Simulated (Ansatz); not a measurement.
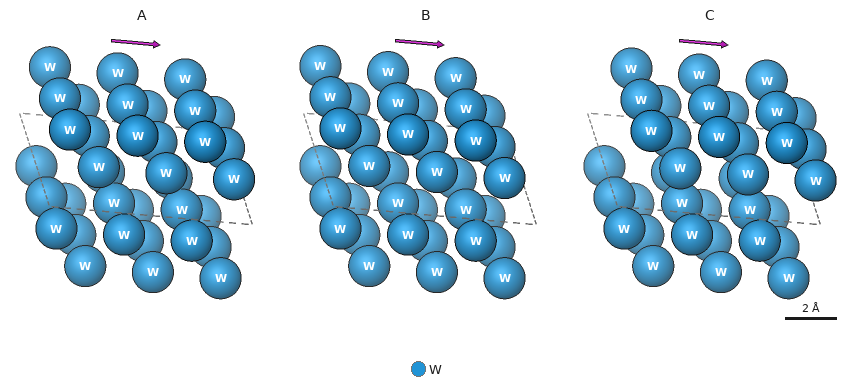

Energy scan for crystalline W (Im-3m), in which the crystal above a cut along the (0 1 1) plane of the conventional cell (between a plane of W below and one of W above, 2.23 Å apart) is slid rigidly by fractions of an in-plane lattice vector 2.73 Å long (a generalised stacking fault). One cut stands in each cell, which starts 8.9 Å high; nothing is relaxed, and the dashed outline marks the cut, the arrow on top the direction of slip. The picture is a spheres-only view of the layers on both sides of the cut, seen obliquely from above.

Method: DFT PBEsol, scalar-relativistic, plane waves, PAW in Ansatz. Settings: plane-wave cutoff 420 eV; k-point mesh 23 × 23 × 7; occupations gaussian; smearing width 0.15 eV; no spin polarisation. Energies (free energies at the smearing named) are counted from the relaxed crystal.

Question: Order these geometries by energy, lowest first.

Answer: Lowest first: B (the slip 0.00, 0 mJ/m²), A (the slip 0.20, 951 mJ/m²), C (the slip 0.40, 2109 mJ/m²). Over the whole scan: the curve starts and ends at zero, since a full lattice vector restores the crystal. Its highest computed point is 2109 mJ/m² at slip 0.40 and 0.60. The points are too sparse to place its extrema closely. Relaxation across the fault would lower the values.
